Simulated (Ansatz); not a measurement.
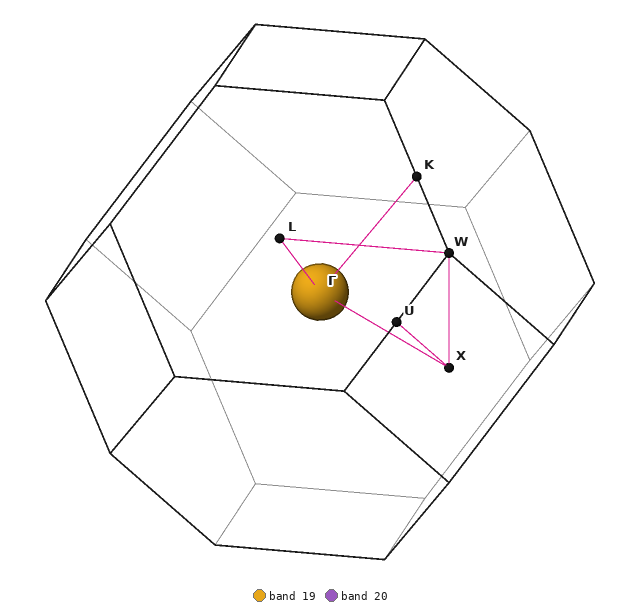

Constant-energy surfaces of GaN (F-43m), 0.50 eV above the conduction-band minimum (one colour a band).

Computed with DFT PBE, spin-orbit coupling, plane waves, PAW; levels and slopes on a dense k mesh at the converged density (Ansatz). Non-magnetic. The levels come from a k mesh of 28×28×28 points. Unrelaxed database geometry (residual pressure 5 GPa). The cell comes from a database of computed structures, not from a measurement.

Masses come from a second pass at points close to the extrema; at the energies drawn a band may no longer be parabolic.

Where are the valleys, how many are there, and what are their masses?

Answer. Band 19 forms the conduction edge; band 20 meets it there. Within this energy: one minimum at Γ, mass 0.15 mₑ in all directions.

And the gap?

Answer. The gap is direct, 1.71 eV at this level of theory (semilocal functionals give gaps that are too small, and can reorder valleys that lie close).

Where one band's surface lies inside another's, the outer one hides all or part of it.
